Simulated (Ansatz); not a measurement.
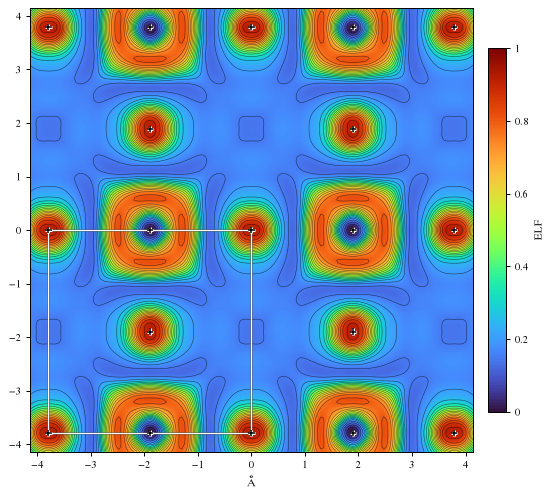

The electron localisation function on a plane through atoms (crosses mark nuclei in the plane).

All numbers below come from DFT, r2SCAN, plane waves, PAW (Ansatz).

Candidates:
A. NaCl, a = 3.46 Å, b = 3.46 Å, c = 3.46 Å, α = 90.00°, β = 90.00°, γ = 90.00°. Space group Pm-3m; started from the CsCl prototype, which need not be the ambient phase.
B. Cu3N, a = 3.79 Å, b = 3.79 Å, c = 3.79 Å, α = 90.00°, β = 90.00°, γ = 90.00°. Space group Pm-3m; started from the measured structure prototype, which need not be the ambient phase; computed without spin polarisation.

**Which system is this?**

Candidate B: Cu3N on the (001) plane of the conventional cell, which holds Cu and N. Cu–N (1.89 Å): the ELF peaks at about 0.80 in the valence shell of N, 0.6 Å from its nucleus, and is about 0.30 at the midpoint.
